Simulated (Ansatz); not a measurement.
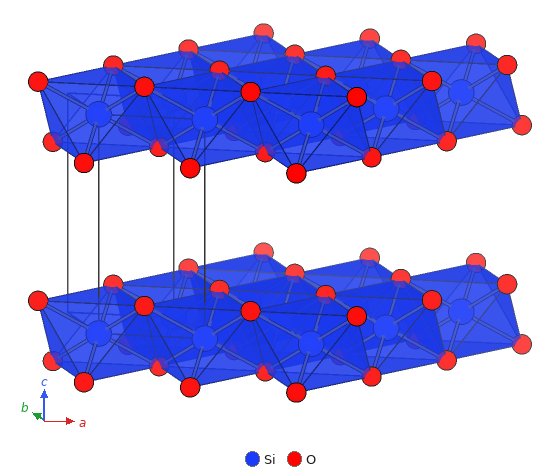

Polyhedra are drawn about Si (bonds: O–Si below 2 Å); other atoms are plain spheres.

SiO2 (space group P-3m1, No. 164). Coordinates: coordinates from a relaxation with Ansatz 0.2.0, DFT, PBE, PAW with Ansatz's default frozen-core files, scalar-relativistic; the starting structure was generated, so it need not be a known form of this composition.

Sharing among the drawn polyhedra:

```csv
site,polyhedron,corner-sharing neighbours,edge-sharing,face-sharing,bond (Å)
Si,SiO6 octahedron,0,6,0,1.81
```

They form layers of edge-sharing octahedra parallel to (001).
